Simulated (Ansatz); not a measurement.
Single-point calculation of CuO (part 2 of 2)

Continued. System: CuO (4 atoms in the cell). Method: DFT PBE+U, scalar-relativistic, plane waves, PAW, Ueff = 7 eV on Cu atom 1 d; Ueff = 7 eV on Cu atom 2 d, spin-polarised (Ansatz 0.2.0); cutoff 420 eV, 7×7×4 k-mesh, Gaussian smearing of 0.05 eV, collinear spins. The structure derives from an entry of the Crystallography Open Database. It belongs to a series of runs on one base structure; here: natural orbitals of the symmetric run, filled by rank.

Geometry of the input (Å; fractional positions):
```
2.3418  -1.7113  0.0000
2.3418  1.7113  0.0000
-0.8500  0.0000  5.0579
Cu -0.0000  0.5000  0.0000
Cu 0.5000  0.0000  0.5000
O  0.5816  0.4184  0.2500
O  0.4184  0.5816  0.7500
```

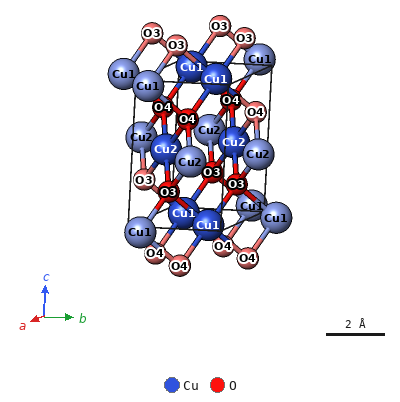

Fig. 1: The structure (ball-and-stick view of the cell 2 times as large as that of the calculation, set on its symmetry axes, seen slightly off an axis; neighbours outside the cell are drawn fainter; atoms are numbered from 1 in the order of the input).

Output, continued:
```
SCF iter   1: F=—  HF=-14378.699091 eV  |F-HF|=—  |Δ(HF+E_count)|=         —  Δρ=5.93e-2 (↑5.93e-2 ↓5.93e-2)  dr2=1.86e0  dr2_m=4.20e-1  M=0.000 μB ∫|m|=1.836 μB  β_m=0.30  ethr=3.10e-3  ⟨swp⟩=5.2  Hψ=22405  notcnv=0  defer=145
preconditioner: auto → Resta (q_TF=auto, 2.825 Å⁻¹)  ε∞=6.0  [insulator: Δε(μ)=1.867 eV  Ē_g=15.279 eV  σ=0.050 eV  W_gap=1.00  n_scr=20 (ndim 8)  ℏωp=34.0 eV  f_vac=0.000  D(μ)=0.00/eV (n_scr^D=0)  ε∞_Penn≈6.0]
spin=Collinear: Resta preconditioning applied to the charge; magnetization (m = ρ↑ − ρ↓) channel mixes plain (no charge-response kernel on spin).
SCF iter   2: F=—  HF=-14378.910776 eV  |F-HF|=—  |Δ(HF+E_count)|=   2.12e-1  Δρ=3.77e-2 (↑3.77e-2 ↓3.77e-2)  dr2=5.21e-1  dr2_m=2.04e-1  M=0.000 μB ∫|m|=1.798 μB  β_m=0.30  ethr=3.10e-3  ⟨swp⟩=2.9  Hψ=11726  notcnv=0  defer=380
SCF iter   3: F=—  HF=-14379.086158 eV  |F-HF|=—  |Δ(HF+E_count)|=   1.75e-1  Δρ=2.23e-2 (↑2.23e-2 ↓2.23e-2)  dr2=1.30e-1  dr2_m=1.03e-1  M=0.000 μB ∫|m|=1.788 μB  β_m=0.30  ethr=1.04e-3  ⟨swp⟩=2.0  Hψ=7030  notcnv=0  defer=380
SCF iter   4: F=—  HF=-14379.144415 eV  |F-HF|=—  |Δ(HF+E_count)|=   5.83e-2  Δρ=1.28e-2 (↑1.28e-2 ↓1.28e-2)  dr2=1.23e-2  dr2_m=5.38e-2  M=0.000 μB ∫|m|=1.785 μB  β_m=0.30  ethr=2.59e-4  ⟨swp⟩=2.3  Hψ=12326  notcnv=0  defer=390
SCF iter   5: F=—  HF=-14379.180847 eV  |F-HF|=—  |Δ(HF+E_count)|=   3.64e-2  Δρ=8.60e-3 (↑8.60e-3 ↓8.60e-3)  dr2=1.80e-3  dr2_m=2.68e-2  M=0.000 μB ∫|m|=1.796 μB  β_m=1.00  ethr=2.46e-5  ⟨swp⟩=2.0  Hψ=10472  notcnv=0  defer=392
SCF iter   6: F=—  HF=-14379.199096 eV  |F-HF|=—  |Δ(HF+E_count)|=   1.82e-2  Δρ=1.16e-3 (↑1.16e-3 ↓1.16e-3)  dr2=8.16e-4  dr2_m=1.37e-4  M=0.000 μB ∫|m|=1.818 μB  β_m=1.00  ethr=3.61e-6  ⟨swp⟩=2.0  Hψ=11884  notcnv=0  defer=392
SCF iter   7: F=—  HF=-14379.211024 eV  |F-HF|=—  |Δ(HF+E_count)|=   1.19e-2  Δρ=1.86e-3 (↑1.86e-3 ↓1.86e-3)  dr2=3.61e-3  dr2_m=1.26e-4  M=0.000 μB ∫|m|=1.812 μB  β_m=0.30  ethr=1.63e-6  ⟨swp⟩=2.0  Hψ=11838  notcnv=0  defer=392
SCF iter   8: F=—  HF=-14379.215549 eV  |F-HF|=—  |Δ(HF+E_count)|=   4.52e-3  Δρ=2.51e-4 (↑2.51e-4 ↓2.51e-4)  dr2=5.81e-5  dr2_m=4.09e-6  M=0.000 μB ∫|m|=1.817 μB  β_m=1.00  ethr=1.63e-6  ⟨swp⟩=2.0  Hψ=11055  notcnv=0  defer=388
SCF iter   9: F=—  HF=-14379.218243 eV  |F-HF|=—  |Δ(HF+E_count)|=   2.69e-3  Δρ=1.20e-4 (↑1.20e-4 ↓1.20e-4)  dr2=1.47e-5  dr2_m=2.82e-7  M=0.000 μB ∫|m|=1.816 μB  β_m=1.00  ethr=1.16e-7  ⟨swp⟩=2.0  Hψ=11236  notcnv=0  defer=388
SCF iter  10: F=—  HF=-14379.219669 eV  |F-HF|=—  |Δ(HF+E_count)|=   1.43e-3  Δρ=8.12e-5 (↑8.12e-5 ↓8.12e-5)  dr2=3.63e-6  dr2_m=5.58e-7  M=0.000 μB ∫|m|=1.816 μB  β_m=0.30  ethr=2.94e-8  ⟨swp⟩=2.0  Hψ=10898  notcnv=0  defer=388
Mixer restart at iter 10: flushing history
spin-set hold released at iteration 10 (site moments contracting): the magnetisation degrees of freedom join the quasi-Newton model from the next iteration; the mixer history was flushed
SCF iter  11: F=—  HF=-14379.220397 eV  |F-HF|=—  |Δ(HF+E_count)|=   7.28e-4  Δρ=1.22e-4 (↑1.22e-4 ↓1.22e-4)  dr2=1.13e-5  dr2_m=1.46e-6  M=0.000 μB ∫|m|=1.816 μB  β_m=0.30  ethr=7.26e-9  ⟨swp⟩=2.0  Hψ=10938  notcnv=0  defer=388
Mixer restart at iter 11: flushing history
SCF iter  12: F=—  HF=-14379.395121 eV  |F-HF|=—  |Δ(HF+E_count)|=         —  Δρ=4.08e-3 (↑4.08e-3 ↓4.08e-3)  dr2=1.08e-2  dr2_m=2.97e-3  M=0.000 μB ∫|m|=1.783 μB  β_m=0.30  ethr=7.26e-9  ⟨swp⟩=3.0  Hψ=11834  notcnv=0  defer=388
SCF iter  13: F=—  HF=-14379.572884 eV  |F-HF|=—  |Δ(HF+E_count)|=   1.78e-1  Δρ=7.19e-3 (↑7.19e-3 ↓7.19e-3)  dr2=2.95e-2  dr2_m=1.08e-2  M=0.000 μB ∫|m|=1.745 μB  β_m=0.62  ethr=7.26e-9  ⟨swp⟩=4.0  Hψ=17919  notcnv=0  defer=388
SCF iter  14: F=—  HF=-14379.869593 eV  |F-HF|=—  |Δ(HF+E_count)|=   2.97e-1  Δρ=7.37e-3 (↑7.37e-3 ↓7.37e-3)  dr2=1.15e-2  dr2_m=1.59e-2  M=0.000 μB ∫|m|=1.639 μB  β_m=0.82  ethr=7.26e-9  ⟨swp⟩=5.0  Hψ=22457  notcnv=0  defer=388
SCF iter  15: F=—  HF=-14379.929967 eV  |F-HF|=—  |Δ(HF+E_count)|=   6.04e-2  Δρ=1.27e-2 (↑1.27e-2 ↓1.27e-2)  dr2=1.40e-1  dr2_m=1.54e-2  M=0.000 μB ∫|m|=1.540 μB  β_m=0.57  ethr=7.26e-9  ⟨swp⟩=4.0  Hψ=21555  notcnv=0  defer=392  recentre
SCF iter  16: F=—  HF=-14379.900433 eV  |F-HF|=—  |Δ(HF+E_count)|=   2.95e-2  Δρ=2.98e-3 (↑2.98e-3 ↓2.98e-3)  dr2=5.97e-3  dr2_m=2.39e-4  M=0.000 μB ∫|m|=1.581 μB  β_m=0.60  ethr=7.26e-9  ⟨swp⟩=5.0  Hψ=22022  notcnv=0  defer=392
SCF iter  17: F=—  HF=-14379.899865 eV  |F-HF|=—  |Δ(HF+E_count)|=   5.67e-4  Δρ=6.70e-4 (↑6.70e-4 ↓6.70e-4)  dr2=2.69e-4  dr2_m=1.89e-6  M=0.000 μB ∫|m|=1.564 μB  β_m=0.80  ethr=7.26e-9  ⟨swp⟩=3.1  Hψ=16294  notcnv=0  defer=384
SCF iter  18: F=—  HF=-14379.900053 eV  |F-HF|=—  |Δ(HF+E_count)|=   1.88e-4  Δρ=2.45e-4 (↑2.45e-4 ↓2.45e-4)  dr2=4.50e-5  dr2_m=6.51e-6  M=0.000 μB ∫|m|=1.565 μB  β_m=0.75  ethr=7.26e-9  ⟨swp⟩=3.0  Hψ=13788  notcnv=0  defer=384
SCF iter  19: F=—  HF=-14379.900050 eV  |F-HF|=—  |Δ(HF+E_count)|=   3.16e-6  Δρ=3.39e-5 (↑3.39e-5 ↓3.39e-5)  dr2=6.43e-7  dr2_m=4.13e-8  M=0.000 μB ∫|m|=1.565 μB  β_m=0.83  ethr=7.26e-9  ⟨swp⟩=2.9  Hψ=11228  notcnv=0  defer=384
SCF iter  20: F=—  HF=-14379.900053 eV  |F-HF|=—  |Δ(HF+E_count)|=   3.01e-6  Δρ=1.94e-5 (↑1.94e-5 ↓1.92e-5)  dr2=4.29e-7  dr2_m=3.43e-8  M=0.000 μB ∫|m|=1.564 μB  β_m=0.92  ethr=1.29e-9  ⟨swp⟩=2.0  Hψ=10902  notcnv=0  defer=384
iter 21 did not close the SCF: its close was put off for a magnetic moment that had not settled (scf_convergence_deferred on its scf_iter line)
SCF iter  21: F=-14379.900054 eV  HF=-14379.900053 eV  |F-HF|=3.70e-9  |Δ(HF+E_count)|=   2.33e-7  Δρ=9.49e-6 (↑9.49e-6 ↓8.68e-6)  dr2=3.99e-8  dr2_m=1.81e-8  M=0.000 μB ∫|m|=1.564 μB  β_m=0.96  ethr=2.00e-10  ⟨swp⟩=10.0  Hψ=40873  notcnv=0
SCF iter  22: F=-14379.900054 eV  HF=-14379.900054 eV  |F-HF|=2.86e-10  |Δ(HF+E_count)|=   3.27e-8  Δρ=3.05e-6 (↑1.58e-6 ↓3.05e-6)  dr2=3.59e-9  dr2_m=8.06e-10  M=0.000 μB ∫|m|=1.564 μB  ethr=7.97e-11  ⟨swp⟩=5.0  Hψ=35023  notcnv=0
SCF 1 converged in 22 iterations: F = -14379.900054 eV  dr2 = 3.59e-9
  greatest PAW one-centre occupation: 1.000 electrons in one spin orbital (limit 2), on the Cu atom at site 0 (counted from 0), in its partial waves of l = 0
SCF converged after 22 iterations
Magnetization: 0.0000 μB (25.0000 up, 25.0000 down)
Absolute magnetization: 1.5463 μB (∫|ρ↑−ρ↓|, with the PAW one-centre terms)
Spin contamination: 0.8769 ħ² per cell (⟨S²⟩ above its minimum at these occupations)
Per-site moments (μB) at R_I (Å): [(0.595042357333896, 0.8046939874849356), (-0.5950382082078705, 0.8046939874849356), (-1.8492461940545522e-6, 0.8046939874849356), (-1.8492461940397842e-6, 0.8046939874849356)]
Free energy (F): -14379.900054 eV
Harris-Foulkes:  -14379.900054 eV  (|F-HF|=2.86e-10)
Internal energy: -14379.900054 eV  (E = F + TS)
E sigma→0 (E₀):  -14379.900054 eV
Fermi energy:    11.900545 eV
--- Per-component energies (eV) ---
  E_band       = -920.429625
  E_kinetic    = 943.407641
  E_local      = -9654.800519  (includes V_loc(G=0)·N_el)
  E_nonlocal   = 876.577069
  E_hartree    = 4178.910679
  E_xc         = -324.013133
  E_vxc        = -415.949059  (∫ρ·V_xc dr)
  E_hubbard    = 2.104419  (on-site DFT+U / exact-exchange correction)
  E_vhub       = -61.338300  (the Hubbard potential's part of the band-sum identity)
  E_paw        = -3637.763014  (= ΣΔE_a)
  E_vpaw       = -966.157193  (= ΣTr[D̂ρ^β])
  E_aug_tail   = 0.005649  (compensation charges beyond the density's cutoff)
  E_ewald      = -6764.328845
  E_smearing   = -0.000000  (= −TS)
  E_closure    = 0.000000  (closes the sum)
  Σ components = -14379.900054   (vs F -14379.900054, Δ=0.00e0)
--- Specified on-site occupations, and those of the state reported ---
  electrons in the specified blocks: 17.5000 specified, 18.7278 found
  site 1 (l=d) ↑: largest change of an orbital's occupation 0.4014; electrons 3.9000 specified, 4.4007 found; spectral distance 0.4047
  site 0 (l=d) ↓: largest change of an orbital's occupation 0.4014; electrons 3.9000 specified, 4.4007 found; spectral distance 0.4047
  site 1 (l=d) ↓: largest change of an orbital's occupation 0.0277; electrons 4.8500 specified, 4.9631 found; spectral distance 0.0522
  site 0 (l=d) ↑: largest change of an orbital's occupation 0.0277; electrons 4.8500 specified, 4.9631 found; spectral distance 0.0522
--- Forces (eV/Å), atoms counted from 1 ---
  atom   1  Cu     0.00000000     0.00000000     0.00000000
  atom   2  Cu     0.00000000     0.00000000     0.00000000
  atom   3  O      0.00000186    -0.04106774    -0.00001027
  atom   4  O     -0.00000186     0.04106774     0.00001027
  max |Σ_I F_I| component: 0.00e0 eV/Å
--- Stress (GPa, compression-positive) ---
        8.365704      -0.000078      -0.886302
       -0.000079       7.737762      -0.000002
       -0.886195      -0.000003       9.696186
  P = ⅓ Tr σ = 8.5999 GPa (85.999 kbar)
--- Band table (eV; the first three rows and the last of 198) ---
  k-point 0 ↑: bands = ["-101.0033", "-100.1990", "-58.7290", "-58.7032", "-57.6857", "-57.6837", "-57.6326", "-57.3611", "-7.5598", "-6.1166", "3.0014", "3.8525", "5.1944", "5.4075", "5.8654", "5.9128", "5.9931", "6.4665", "6.5657", "7.9859", "8.2398", "9.2935", "9.4832", "9.8145", "11.4986", "13.5344", "13.6897", "18.2935", "20.4193", "25.5821", "27.9303", "28.6060"]
  k-point 1 ↑: bands = ["-101.0030", "-100.1987", "-58.7291", "-58.7032", "-57.6857", "-57.6837", "-57.6327", "-57.3611", "-7.3813", "-6.3704", "3.4662", "3.8937", "5.1094", "5.3612", "5.8095", "5.9389", "6.0218", "6.4094", "6.5357", "7.8986", "8.0186", "8.9970", "9.5647", "9.7947", "11.3639", "13.4511", "14.5499", "17.4520", "21.6438", "25.6046", "26.9374", "27.2904"]
  k-point 2 ↑: bands = ["-101.0027", "-100.1984", "-58.7291", "-58.7032", "-57.6857", "-57.6837", "-57.6327", "-57.3612", "-6.9149", "-6.9091", "3.9368", "4.3879", "4.5373", "5.3666", "5.7196", "5.9729", "6.0873", "6.3608", "6.5006", "7.7631", "8.0765", "8.1354", "9.8964", "10.0194", "11.1727", "13.3201", "16.0192", "16.1125", "23.9268", "23.9418", "26.5148", "26.5196"]
  k-point 98 ↓: bands = ["-101.0032", "-100.1983", "-58.7297", "-58.7057", "-57.6975", "-57.6840", "-57.6420", "-57.3627", "-6.6039", "-6.0186", "3.8399", "4.0623", "4.6106", "5.1864", "5.2995", "6.0128", "6.2808", "6.4386", "6.4692", "7.5497", "8.2358", "8.2648", "8.6013", "9.2107", "10.8767", "13.1033", "17.4654", "18.8375", "20.3343", "22.0184", "23.8156", "25.4343"]
Occupation matrices written to [file]
--- Löwdin populations: 4 sites ---
  site symbol       q [e]    m [muB]
     0     Cu     17.9294     0.5448
     1     Cu     17.9294    -0.5448
     2      O      6.9560    -0.0000
     3      O      6.9560    -0.0000
  spilling = 0.004585 (of n_electrons = 50.000000)
--- Occupation matrices: 2 shells (run DFT+U table (all-electron-ortho-atomic); ε = 4.08e-3) ---
  Cu0 d_3D: site group Ci (-1)
  Cu0 d_3D up     Tr n = 4.9631  λ = 0.984 0.987 0.997 0.997 0.998  [2× xy 0.36 Ag(1.00) | 3× z2 0.30 Ag(1.00)]
  Cu0 d_3D dn     Tr n = 4.4007  λ = 0.421 0.984 0.998 0.998 0.999  [xz 0.61 Ag(1.00) | xy 0.72 Ag(1.00) | 3× z2 0.30 Ag(1.00)]
  specified occupation → Cu0 d_3D up: matrix, ‖Δ‖_F = 0.0522, Tr Δ = -0.1131, displaced = 0.0566, d_λ = 0.0522; orbital distance = 0.0000
  specified occupation → Cu0 d_3D dn: matrix, ‖Δ‖_F = 0.4047, Tr Δ = -0.5008, displaced = 0.2504, d_λ = 0.4047; orbital distance = 0.0005
  Cu1 d_3D: site group Ci (-1)
  Cu1 d_3D up     Tr n = 4.4007  λ = 0.421 0.984 0.998 0.998 0.999  [xz 0.61 Ag(1.00) | xy 0.72 Ag(1.00) | 3× z2 0.30 Ag(1.00)]
  Cu1 d_3D dn     Tr n = 4.9631  λ = 0.984 0.987 0.997 0.997 0.998  [2× xy 0.36 Ag(1.00) | 3× z2 0.30 Ag(1.00)]
  specified occupation → Cu1 d_3D up: matrix, ‖Δ‖_F = 0.4047, Tr Δ = -0.5008, displaced = 0.2504, d_λ = 0.4047; orbital distance = 0.0005
  specified occupation → Cu1 d_3D dn: matrix, ‖Δ‖_F = 0.0522, Tr Δ = -0.1131, displaced = 0.0566, d_λ = 0.0522; orbital distance = 0.0000
  Tr n, λ and their labels are of the run-group-symmetrised matrices; stabiliser: 4 of 8 elements of G0×{1,Θ} (closed), max defect 5.7e-6 at τ = 8.7e-4
```

Summary:

| quantity | value |
| --- | --- |
| outcome | converged |
| space group (tolerance 0.01 Å) | C2/c (15) |
| electrons treated | 50 |
| free energy | −14379.9001 eV |
| Fermi energy | 11.901 eV |
| gap on the k-point mesh | 0.81 eV |
| net moment of the cell | 0.00 μB |
| integrated absolute moment | 1.55 μB |
| pressure | 8.60 GPa |
| largest force (length of the vector) | 0.041 eV/Å |
| hardware | 2 threads of Arm Neoverse V2, 24 GiB of memory available, shared host |
| wall time | 18 s (CPU time 35 s) |
| peak memory | 0.52 GiB |

Notes:

The cell is under a pressure of 8.6 GPa at this level, so it is not at its equilibrium volume.
